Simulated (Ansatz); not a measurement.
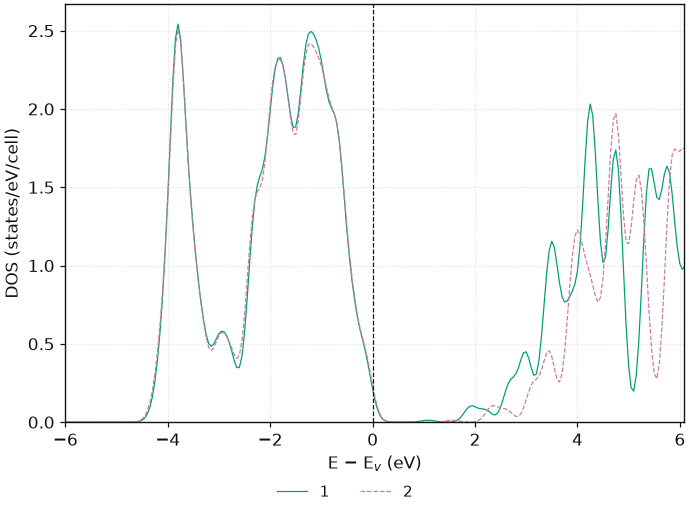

Total densities of states of CdS, space group F-43m, 2 atoms in the cell, by two methods on the same cell. The curves are built from the levels of the k mesh with Gaussians 0.3 eV wide, which also blur the band edges. Each is counted from its own valence-band top.

Which curve is which? The methods: r2SCAN, PBE+SOC.

Answer. 1 is PBE+SOC; 2 is r2SCAN. PBE+SOC gives a gap of 1.08 eV and r2SCAN gives a gap of 1.54 eV.

Settings. PBE+SOC: DFT, PBE with spin-orbit coupling, plane waves, PAW, 8×8×8 k mesh, 420 eV cutoff (Ansatz). r2SCAN: DFT, r2SCAN, plane waves, PAW, no spin polarisation, 8×8×8 k mesh, 500 eV cutoff (Ansatz 0.2.0).
